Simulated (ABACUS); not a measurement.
**Energy of Sc along an even scaling of the cell**

System: Sc (2 atoms in the cell).
Method: Kohn-Sham DFT of a periodic cell, PBE, PseudoDojo NC SR 0.5 PBE standard, no spin polarisation (ABACUS 3.10.1).

The 7 runs differ only in the geometry, by an even scaling of the cell at fixed fractional positions. The structure derives from an entry of the Crystallography Open Database.

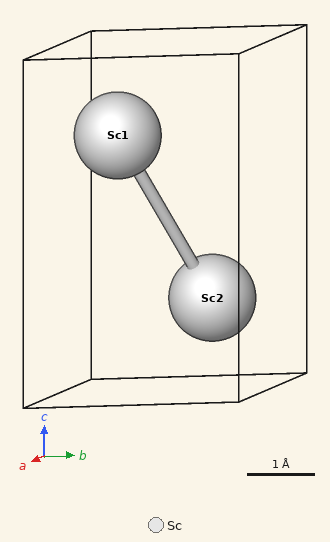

Figure 1. The structure of run 4 (ball-and-stick view of the cell of the calculation, seen slightly off an axis; atoms are numbered from 1 in the order of the input).

**The input of run 4**
```python
"""ABACUS run from a structure file: ASE reads it, the script writes STRU, KPT and INPUT."""
import re
import subprocess
import spglib
from ase import Atoms
from ase.io import read
from ase.units import Bohr

atoms = read("Sc.cif")
cell, frac, numbers = spglib.standardize_cell((atoms.cell[:], atoms.get_scaled_positions(), atoms.numbers), to_primitive=True, symprec=1e-4)
atoms = Atoms(numbers=numbers, cell=cell, scaled_positions=frac, pbc=True)  # the primitive cell
atoms = atoms[(-atoms.numbers).argsort(kind="stable")]  # ABACUS lists atoms element by element
pseudo = {'Sc': 'Sc.upf'}
orbital = {'Sc': 'Sc_confined-atom_8au_4s3p3d1f.orb'}
magmoms = None
kmesh = [8, 8, 5]
params = {
    'suffix': 'Sc',
    'calculation': 'scf',
    'basis_type': 'lcao',
    'pseudo_dir': './',
    'orbital_dir': './',
    'symmetry': 1,
    'dft_functional': 'pbe',
    'ecutwfc': 100,
    'pseudo_rcut': 7,
    'nspin': 1,
    'nbands': 15,
    'ks_solver': 'genelpa',
    'smearing_method': 'fd',
    'smearing_sigma': 0.00367493,
    'scf_thr': 1e-07,
    'scf_nmax': 100,
    'mixing_type': 'broyden',
    'mixing_beta': 0.7,
    'cal_force': 1,
    'cal_stress': 1,
    'out_mul': 1,
}

symbols = atoms.get_chemical_symbols()
elements = list(dict.fromkeys(symbols))
lines = ["ATOMIC_SPECIES"] + [f"{e} {atoms.get_masses()[symbols.index(e)]:.4f} {pseudo[e]}" for e in elements]
if orbital:
    lines += ["", "NUMERICAL_ORBITAL"] + [orbital[e] for e in elements]
lines += ["", "LATTICE_CONSTANT", f"{1 / Bohr:.10f}", "", "LATTICE_VECTORS"]
lines += [" ".join(f"{x:.10f}" for x in v) for v in atoms.cell]
lines += ["", "ATOMIC_POSITIONS", "Direct"]
for e in elements:
    lines += ["", e, "0.0", str(symbols.count(e))]
    for i, p in enumerate(atoms.get_scaled_positions(wrap=False)):
        if symbols[i] == e:
            mag = "" if magmoms is None else " mag " + " ".join(str(x) for x in (magmoms[i] if isinstance(magmoms[i], list) else [magmoms[i]]))
            lines.append(" ".join(f"{x:.10f}" for x in p) + " 1 1 1" + mag)
open("STRU", "w").write("\n".join(lines) + "\n")
open("KPT", "w").write("K_POINTS\n0\nGamma\n%d %d %d 0 0 0\n" % tuple(kmesh))
open("INPUT", "w").write("INPUT_PARAMETERS\n" + "".join(f"{k:<20s}{v}\n" for k, v in params.items()))

done = subprocess.run(['mpirun', '-np', '4', 'abacus'])
if done.returncode:
    raise SystemExit(done.returncode)
log = open("OUT.Sc/running_scf.log").read()
print("final energy (eV):", re.findall(r"FINAL_ETOT_IS (\S+)", log))
```

**File Sc.cif of run 4**
```
data_Sc
_cell_length_a 3.30900000
_cell_length_b 3.30900000
_cell_length_c 5.27330000
_cell_angle_alpha 90.00000000
_cell_angle_beta 90.00000000
_cell_angle_gamma 120.00000000
_space_group_name_H-M_alt 'P6_3/mmc'
_space_group_name_Hall '-P 6c 2c'
_space_group_IT_number 194
loop_
_space_group_symop_operation_xyz
'x,y,z'
'-x,-y,-z'
'x-y,x,z+1/2'
'-x+y,-x,-z+1/2'
'-y,x-y,z'
'y,-x+y,-z'
'-x,-y,z+1/2'
'x,y,-z+1/2'
'-x+y,-x,z'
'x-y,x,-z'
'y,-x+y,z+1/2'
'-y,x-y,-z+1/2'
'-y,-x,-z+1/2'
'y,x,z+1/2'
'-x,-x+y,-z'
'x,x-y,z'
'-x+y,y,-z+1/2'
'x-y,-y,z+1/2'
'y,x,-z'
'-y,-x,z'
'x,x-y,-z+1/2'
'-x,-x+y,z+1/2'
'x-y,-y,-z'
'-x+y,y,z'
loop_
_atom_site_label
_atom_site_type_symbol
_atom_site_symmetry_multiplicity
_atom_site_Wyckoff_symbol
_atom_site_fract_x
_atom_site_fract_y
_atom_site_fract_z
_atom_site_occupancy
Sc1 Sc 2 c 0.6666666667 0.3333333333 0.7500000000 1
```

**File INPUT of run 4**
```
INPUT_PARAMETERS
suffix              Sc
calculation         scf
basis_type          lcao
pseudo_dir          ./
orbital_dir         ./
symmetry            1
dft_functional      pbe
ecutwfc             100
pseudo_rcut         7
nspin               1
nbands              15
ks_solver           genelpa
smearing_method     fd
smearing_sigma      0.00367493
scf_thr             1e-07
scf_nmax            100
mixing_type         broyden
mixing_beta         0.7
cal_force           1
cal_stress          1
out_mul             1
```

**File STRU of run 4**
```
ATOMIC_SPECIES
Sc 44.9559 Sc.upf

NUMERICAL_ORBITAL
Sc_confined-atom_8au_4s3p3d1f.orb

LATTICE_CONSTANT
1.8897261258

LATTICE_VECTORS
3.3090000000 0.0000000000 0.0000000000
-1.6545000000 2.8656780611 0.0000000000
0.0000000000 0.0000000000 5.2733000000

ATOMIC_POSITIONS
Direct

Sc
0.0
2
0.6666666667 0.3333333333 0.7500000000 1 1 1
0.3333333333 0.6666666667 0.2500000000 1 1 1
```

**File KPT of run 4**
```
K_POINTS
0
Gamma
8 8 5 0 0 0
```

Command:
```bash
OMP_NUM_THREADS=1 python run_abacus.py > log
```

Run 6 has the same physical settings and fractional positions; its lattice vectors (Å) are:
```
   3.352544    0.000000    0.000000
  -1.676272    2.903389    0.000000
   0.000000    0.000000    5.342693
```

**Results, with one run withheld**

| run | volume per atom (Å³) | free energy per atom, from the lowest run given (meV) | pressure (GPa) |
| --- | --- | --- | --- |
| 1 | 23.502 | 10.84 | 3.03 |
| 2 | 24.002 | 3.43 | 1.72 |
| 3 | 24.502 | 0.00 | 0.51 |
| 4 | 25.002 | 0.14 | −0.59 |
| 5 | 25.502 | 3.59 | −1.60 |
| 6 | 26.002 | ? | ? |
| 7 | 26.502 | 19.24 | −3.36 |

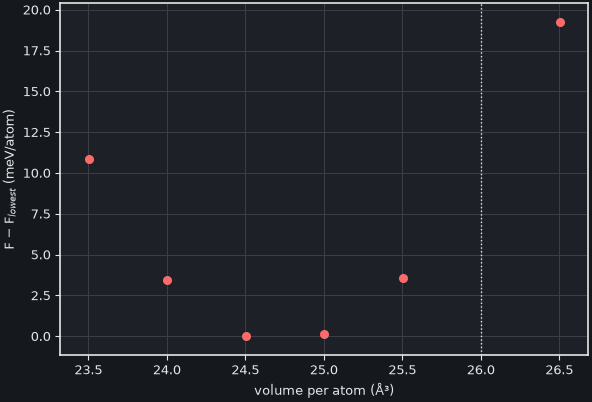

Figure 2. Free energy per atom of the runs given; the dotted line marks run 6.

Fit the runs given and predict run 6.

A cubic polynomial in V^(−2/3) (the Birch–Murnaghan form), fitted to the 6 runs given, misses them by at most 0.01 meV per atom. With x = V^(−2/3) − 0.11758 Å⁻², it reads F = −0.32876 − 326.51 x + 6.8627e+05 x² − 1.4489e+06 x³ (meV per atom). At run 6 it gives 10.04 meV per atom, and the run itself gives 10.00. The slope of the fit gives a pressure −dF/dV of −2.52 GPa there, and the run prints −2.52 GPa. The fit has its minimum at 24.728 Å³ per atom, where V d²F/dV² gives 54.8 GPa. Cell shape and fractional positions are held, so this is the stiffness under even scaling; the relaxed bulk modulus wasn't computed.

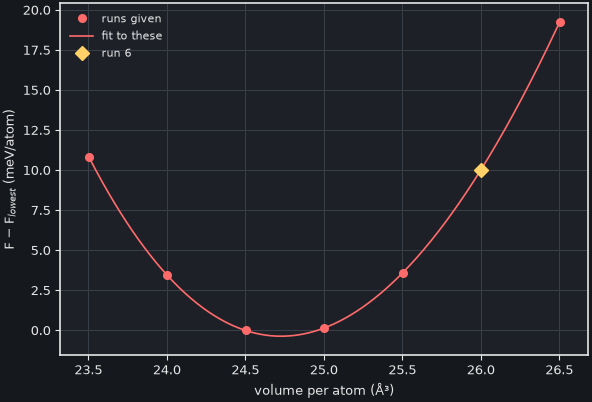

Figure 3. The fit and the withheld run.

**Some lines of the output (run 6)**
```
[...]
                             Volume (A^3) = 52.0043
 E_Fermi        0.6599460324         8.9790264126
 E_Fermi        0.6305692920         8.5793353554
 E_Fermi        0.6366111247         8.6615387059
 E_Fermi        0.6362395251         8.6564828348
 E_Fermi        0.6363555107         8.6580608990
 E_Fermi        0.6363572922         8.6580851380
 E_Fermi        0.6363549525         8.6580533045
 E_KS(sigma->0) -193.5746605550      -2633.7183719644
 E_Fermi        0.6363554348         8.6580598664
 final etot is -2633.7382128 eV
 EFERMI = 8.6580598664 eV
 TOTAL-PRESSURE: -25.185501 KBAR
 !FINAL_ETOT_IS -2633.7382128142221518 eV
```

Notes: Points of doubt noted for this run: home made orbitals.
